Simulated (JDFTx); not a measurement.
# Energy of BeTe along an even scaling of the cell

System: BeTe (2 atoms in the cell).
Method: Kohn-Sham DFT of a periodic cell, r2SCAN, SG15-PBE-1.2, no spin polarisation (JDFTx 1.7.0 (patched build)).

The 7 runs differ only in the geometry, by an even scaling of the cell at fixed fractional positions. The structure derives from an entry of the Crystallography Open Database.

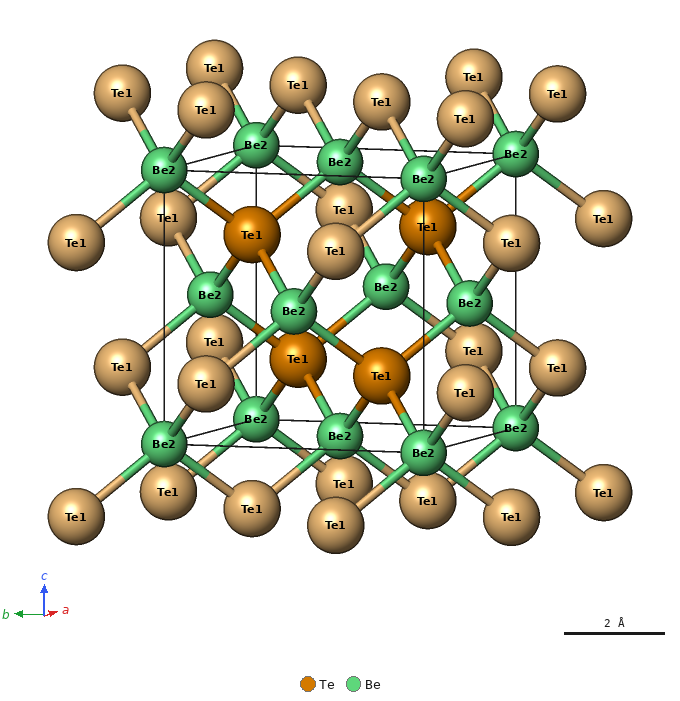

Figure 1. The structure of run 4 (ball-and-stick view of the cell 4 times as large as that of the calculation, set on its symmetry axes, seen at an oblique angle; neighbours outside the cell are drawn fainter; atoms are numbered from 1 in the order of the input).

### Input of run 4
```
lattice \
    0.0000000000     2.7700000000     2.7700000000 \
    2.7700000000     0.0000000000     2.7700000000 \
    2.7700000000     2.7700000000     0.0000000000
latt-scale 1.889726124626 1.889726124626 1.889726124626
coords-type Lattice
ion Te     0.7500000000     0.7500000000     0.7500000000 1
ion Be     0.0000000000     0.0000000000     0.0000000000 1

ion-species pseudo/Te.upf
ion-species pseudo/Be.upf
elec-cutoff 40 320
elec-ex-corr mgga-x-r2scan mgga-c-r2scan
kpoint-folding 6 6 6
elec-smearing Fermi 0.0018374661
elec-n-bands 16
electronic-SCF nIterations 100 energyDiffThreshold 1e-09
electronic-minimize nIterations 30 energyDiffThreshold 1e-7
forces-output-coords Cartesian

dump-name run.$VAR
dump End Ecomponents EigStats BandEigs Kpoints Forces Stress ElecDensity KEdensity
```

Command:
```bash
jdftx -c 1 -i BeTe.in -o BeTe.out
```

Run 5 differs from it as follows:
```diff
-    0.0000000000     2.7700000000     2.7700000000 \
-    2.7700000000     0.0000000000     2.7700000000 \
-    2.7700000000     2.7700000000     0.0000000000
+    0.0000000000     2.7883449055     2.7883449055 \
+    2.7883449055     0.0000000000     2.7883449055 \
+    2.7883449055     2.7883449055     0.0000000000
```

### Results, with one run withheld

| run | volume per atom (Å³) | free energy per atom, from the lowest run given (meV) | pressure (GPa) | gap on the mesh (eV) |
| --- | --- | --- | --- | --- |
| 1 | 19.979 | 55.95 | 8.36 | 2.21 |
| 2 | 20.404 | 36.24 | 6.49 | 2.27 |
| 3 | 20.829 | 21.26 | 4.79 | 2.32 |
| 4 | 21.254 | 10.57 | 3.26 | 2.37 |
| 5 | 21.679 | ? | ? | ? |
| 6 | 22.104 | 0.00 | 0.55 | 2.46 |
| 7 | 22.529 | 0.07 | −0.62 | 2.50 |

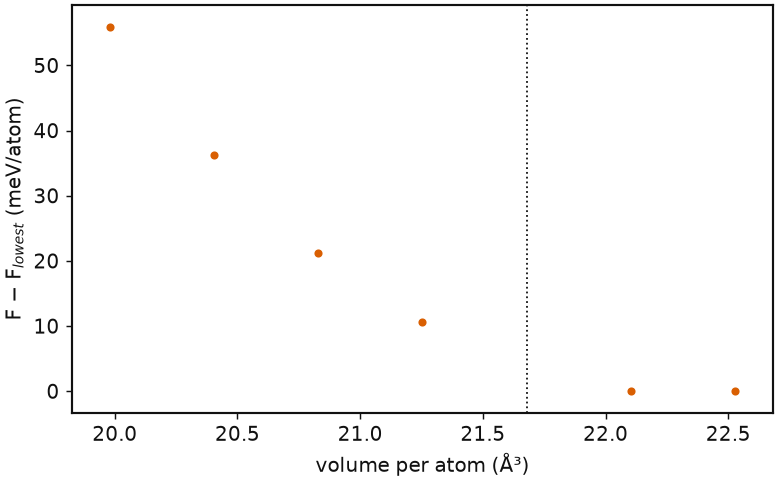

Figure 2. Free energy per atom of the runs given; the dotted line marks run 5.

Fit the runs given and predict run 5.

A cubic polynomial in V^(−2/3) (the Birch–Murnaghan form), fitted to the 6 runs given, misses them by at most 0.12 meV per atom. With x = V^(−2/3) − 0.13075 Å⁻², it reads F = 12.699 + 5586.7 x + 5.9036e+05 x² − 1.8191e+06 x³ (meV per atom). At run 5 it gives 3.49 meV per atom, and the run itself gives 3.19. The slope of the fit gives a pressure −dF/dV of 1.93 GPa there, and the run prints 1.84 GPa. The two needn't agree exactly: the fit is approximate, and the printed stress is taken on a finite basis. The fit has its minimum at 22.327 Å³ per atom, where V d²F/dV² gives 62.5 GPa: the bulk modulus at this level, since symmetry fixes the shape and the positions. The gap on the mesh goes, without turning, from 2.21 eV in run 1 to 2.50 eV in run 7; run 5 has 2.42 eV. These are gaps of this functional on this mesh, which can miss the band edges; they aren't the measured gap.

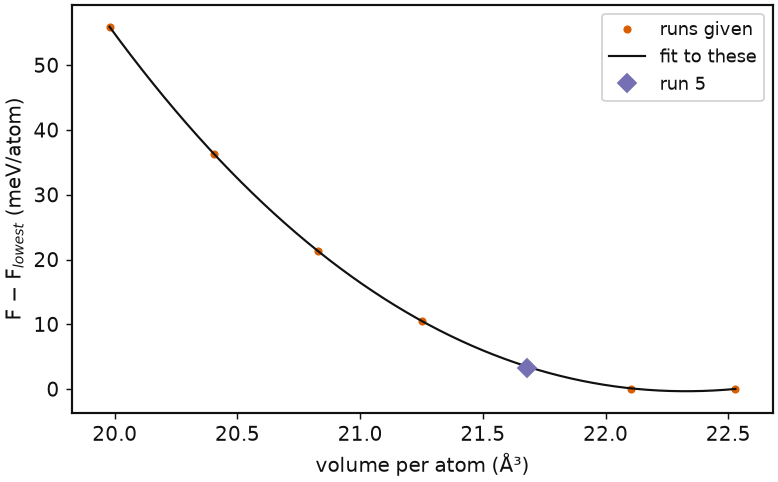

Figure 3. The fit and the withheld run.

### Some lines of the output (run 5)
```
[...]
unit cell volume = 292.594
     Etot =     -100.3209880455242171
        F =     -100.3209880455243024
	HOMO-LUMO gap: +0.088803
	Optical gap  : +0.154713 at state 0 ( [ +0.000000 +0.000000 +0.000000 ] spin 0 )
```

Notes: Points of doubt noted for this run: metagga forces on grid.
